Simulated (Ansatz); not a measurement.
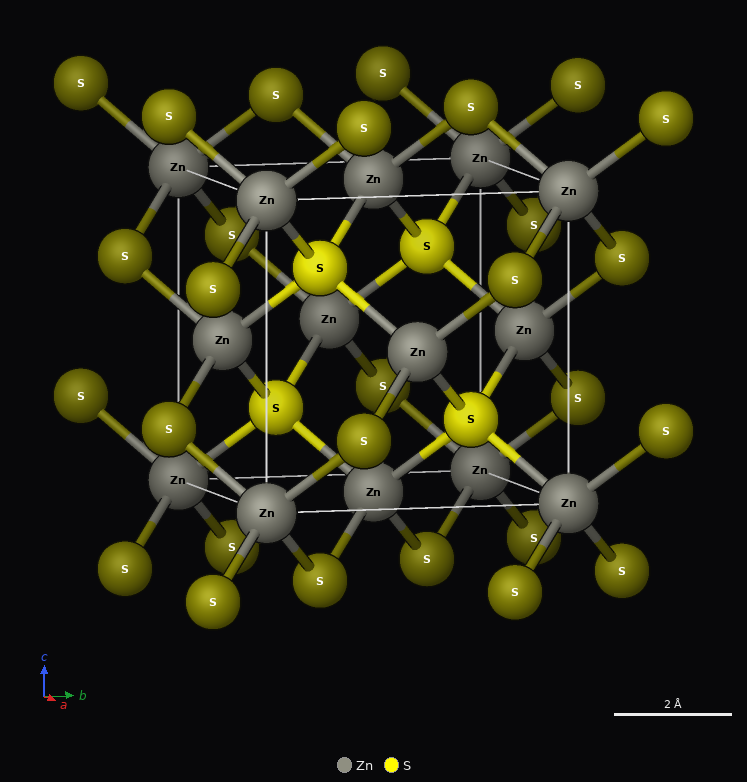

*The structure (ball-and-stick view of the cell 4 times as large as that of the calculation, set on its symmetry axes, seen slightly off an axis; neighbours outside the cell are drawn fainter). An atom can appear more than once, as a periodic image.*

ZnS: band-structure calculation

- system: ZnS (2 atoms in the cell)
- method: DFT, PBEsol, PAW with Ansatz's default frozen-core files, scalar-relativistic, no spin polarisation (Ansatz 0.2.0)

The structure derives from an entry of the Crystallography Open Database. It belongs to a series of runs on one base structure; here: functional pbesol, PAW files.

**Input**
```yaml
crystal:
  lattice:
    - [0.0, 2.70465, 2.70465]
    - [2.70465, 0.0, 2.70465]
    - [2.70465, 2.70465, 0.0]
  atoms:
    - { symbol: Zn, position: [0.0, 0.0, 0.0] }
    - { symbol: S, position: [0.75, 0.75, 0.75] }
kpoints:
  mp_grid: { grid: [8, 8, 8] }
  band_path:
    path:
      - [0.0, 0.0, 0.0]
      - [-0.5, -0.5, 0.0]
      - [-0.375, -0.375, 0.25]
      - [-0.375, 0.0, 0.375]
      - [0.0, 0.0, 0.0]
      - [0.0, 0.0, 0.5]
      - [-0.5, -0.25, 0.25]
      - [-0.5, -0.5, 0.0]
    npoints: 5
scf:
  occupations: { method: fermi_dirac, width: 0.01 }
hamiltonian:
  xc: pbesol
  pseudopotentials: { kind: paw }
output:
  forces: true
  stress: true
  eigenvalues: true
  efg: { contact_densities: true }
```

Launched with:
```bash
ansatz run input.yaml --threads 1 --pin off --max-ram 2048MiB --backend cpu --events-out ev --progress --plain --runs-dir out
```

**Output**
```
Engine: ansatz 0.2.0, aarch64-unknown-linux-gnu
Pseudopotentials: kind: paw
Pseudopotential: Zn, paw, valence charge 12, recommended cutoff 420 eV (normal), Zn.paw.azcp
Pseudopotential: S, paw, valence charge 6, recommended cutoff 420 eV (normal), S.paw.azcp
Functional definition: PBEsol
  exchange = pbesol_x
  correlation = pbesol_c
Crystal: 2 atoms, lattice volume = 39.570 Å³
Basis set: ecut = 420 eV, 749 PW (Γ), exchange–correlation on 54×54×54 points (8 copies of the dense FFT grid, shifted against one another)
Bands: 13, of which v1, the nominal top of the filled ones, is band 9 counted from 1 (8 counted from 0)
Symmetry: 24 space group operations
Space group: F-43m (ITA 216), of the structure as read, at distance tolerance 3.4e-5 Å
k-points: 29 of 512 (time reversal used)
Non-local potential: Zn, projectors of the file, l = 0: 2, l = 1: 2, l = 2: 3, l = 3: 1
Non-local potential: S, projectors of the file, l = 0: 2, l = 1: 2, l = 2: 2
PAW form: soft (Blöchl's): semilocal exchange-correlation on the pseudo side does not see the compensation charge
PAW frozen core: Zn, regenerated for the run's functional, and the local potential with it (the file was generated under x = pbe(κ = 0.804, μ = 0.2195149727645171), c = pbe(β = 0.06672455060314922))
PAW frozen core: S, regenerated for the run's functional, and the local potential with it (the file was generated under x = pbe(κ = 0.804, μ = 0.2195149727645171), c = pbe(β = 0.06672455060314922))
PAW one-centre angular grid: Zn, 590 points (default); XC on 64 Gauss nodes
PAW one-centre angular grid: S, 110 points (default); XC on 64 Gauss nodes
Initial density: superposition of atomic densities (neutral atoms: chi_scale 0, normalization atom), corrected by the library's trained network
Initial wavefunctions: pseudopotential atomic-orbital guess
Functional: x = pbesol(κ = 0.804, μ = 0.12345679012345678), c = pbesol(β = 0.046)
SCF iter   1: F=—  HF=-4167.436508 eV  |F-HF|=—  |Δ(HF+E_count)|=         —  Δρ=5.45e-3  dr2=1.42e-2  ethr=1.77e-3  ⟨swp⟩=5.9  Hψ=2281  notcnv=0
preconditioner: auto → none  [insulator: Δε(μ)=1.904 eV  Ē_g=12.081 eV  σ=0.010 eV  W_gap=1.00  n_scr=14 (ndim 8)  ℏωp=25.0 eV  f_vac=0.029  D(μ)=0.00/eV (n_scr^D=0)  ε∞_Penn≈5.3]
SCF iter   2: F=—  HF=-4167.432119 eV  |F-HF|=—  |Δ(HF+E_count)|=   4.39e-3  Δρ=9.00e-4  dr2=1.61e-4  ethr=7.90e-5  ⟨swp⟩=2.9  Hψ=988  notcnv=0
SCF iter   3: F=—  HF=-4167.432149 eV  |F-HF|=—  |Δ(HF+E_count)|=   2.98e-5  Δρ=6.95e-4  dr2=1.04e-4  ethr=8.95e-7  ⟨swp⟩=2.0  Hψ=709  notcnv=0
SCF iter   4: F=—  HF=-4167.432169 eV  |F-HF|=—  |Δ(HF+E_count)|=   1.99e-5  Δρ=2.86e-4  dr2=2.64e-5  ethr=5.79e-7  ⟨swp⟩=2.0  Hψ=669  notcnv=0
SCF iter   5: F=—  HF=-4167.432165 eV  |F-HF|=—  |Δ(HF+E_count)|=   4.11e-6  Δρ=2.41e-5  dr2=1.12e-7  ethr=1.47e-7  ⟨swp⟩=2.0  Hψ=609  notcnv=0
SCF iter   6: F=-4167.432165 eV  HF=-4167.432165 eV  |F-HF|=1.40e-9  |Δ(HF+E_count)|=   1.34e-7  Δρ=5.02e-6  dr2=5.68e-9  ethr=5.56e-10  ⟨swp⟩=5.1  Hψ=1800  notcnv=0
SCF 1 converged in 6 iterations: F = -4167.432165 eV  dr2 = 5.68e-9
  greatest PAW one-centre occupation: 0.983 electrons in one spin orbital (limit 2), on the Zn atom at site 0 (counted from 0), in its partial waves of l = 2
```

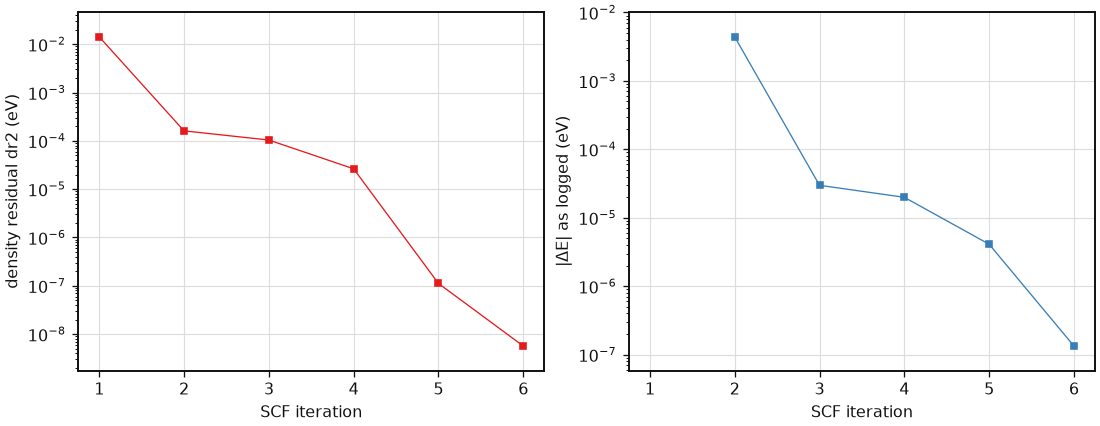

*Convergence of the self-consistent field: density residual dr2 and size of the energy change against the SCF iteration.*

The residual falls at every step.

```
NSCF: frozen V_eff on 36 k-points
SCF converged after 6 iterations
Free energy (F): -4167.432165 eV
Harris-Foulkes:  -4167.432165 eV  (|F-HF|=1.40e-9)
Internal energy: -4167.432165 eV  (E = F + TS)
E sigma→0 (E₀):  -4167.432165 eV
Fermi energy:    6.633895 eV
--- Per-component energies (eV) ---
  E_band       = 2.191179
  E_kinetic    = 237.845468
  E_local      = -2043.647455  (includes V_loc(G=0)·N_el)
  E_nonlocal   = 644.103073
  E_hartree    = 852.579765
  E_xc         = -231.664201
  E_vxc        = -139.728448  (∫ρ·V_xc dr)
  E_paw        = -2375.356523  (= ΣΔE_a)
  E_vpaw       = -401.542649  (= ΣTr[D̂ρ^β])
  E_aug_tail   = -0.000356  (compensation charges beyond the density's cutoff)
  E_ewald      = -1252.151240
  E_core_change = 0.859304  (= ΣΔE_core)
  E_smearing   = -0.000000  (= −TS)
  E_closure    = -0.000000  (closes the sum)
  Σ components = -4167.432165   (vs F -4167.432165, Δ=0.00e0)
--- Forces (eV/Å), atoms counted from 1 ---
  atom   1  Zn    -0.00000000     0.00000000    -0.00000000
  atom   2  S      0.00000000    -0.00000000     0.00000000
  max |Σ_I F_I| component: 3.01e-17 eV/Å
--- Stress (GPa, compression-positive) ---
       -2.176281      -0.000000       0.000000
       -0.000000      -2.176281       0.000000
       -0.000000       0.000000      -2.176281
  P = ⅓ Tr σ = -2.1763 GPa (-21.763 kbar)
--- PAW observables at the nuclei: V_zz in 10²¹ V/m², potentials from the cell's mean, atoms counted from 1 ---
  atom   1  Zn V_zz =    +0.000000   η = 0.0000   by run symmetry: forbidden
            electrostatic potential = -3941.391073 V   contact ρ = 166267.500115 e/Å³
  atom   2  S  V_zz =    -0.000000   η = 0.0000   by run symmetry: forbidden
            electrostatic potential = -1632.732258 V   contact ρ = 19698.225384 e/Å³
--- Band table (eV; the first three rows and the last of 29) ---
  k-point 0: bands = ["-7.4848", "-0.7138", "-0.7138", "-0.7138", "-0.2181", "-0.2181", "5.6485", "5.6485", "5.6485", "7.6083", "11.9245", "11.9245", "11.9245"]
  k-point 1: bands = ["-7.3668", "-0.7139", "-0.6929", "-0.6929", "-0.2199", "-0.2199", "4.5071", "5.4996", "5.4996", "8.4511", "11.8184", "12.1780", "12.1780"]
  k-point 2: bands = ["-7.0580", "-0.6701", "-0.6471", "-0.6471", "-0.2168", "-0.2168", "2.7800", "5.1760", "5.1760", "8.9960", "12.4349", "12.5458", "12.5458"]
  k-point 28: bands = ["-6.2223", "-0.5852", "-0.4345", "-0.2778", "-0.2562", "0.1830", "1.0257", "2.8633", "2.9024", "11.2002", "11.6112", "13.3683", "13.6869"]
```

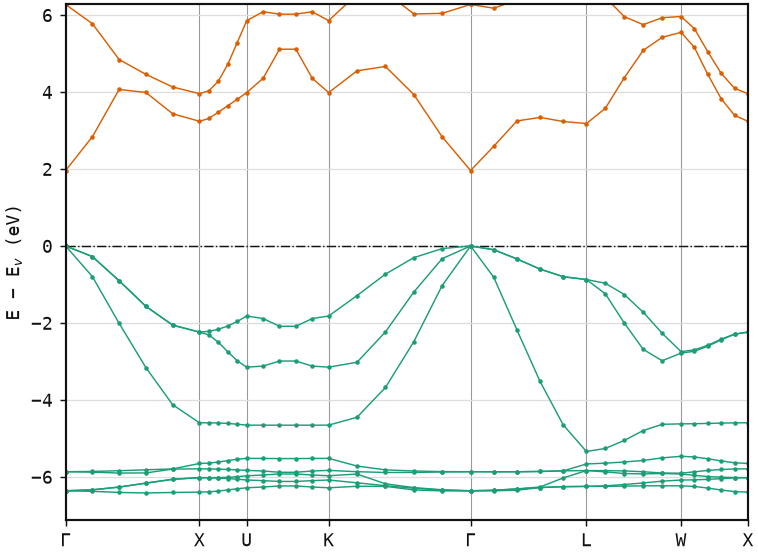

*Band structure along Γ–X–U–K–Γ–L–W–X, with energies from the valence-band top.*

There is a gap of 1.96 eV on this path, direct, at Γ.

**Key numbers**

- outcome: converged
- space group (tolerance 0.01 Å): F-43m (216)
- electrons treated: 18
- free energy: −4167.4322 eV
- Fermi energy: 6.634 eV
- gap on the k-point mesh: 1.96 eV
- pressure: −2.18 GPa
- field gradient V_zz (10²¹ V/m²): zero at all sites
- largest force (length of the vector): under 0.001 eV/Å
- hardware: 1 thread of Arm Neoverse V1, 24 GiB of memory available, shared host
- wall time: 4.6 s
- peak memory: 0.33 GiB
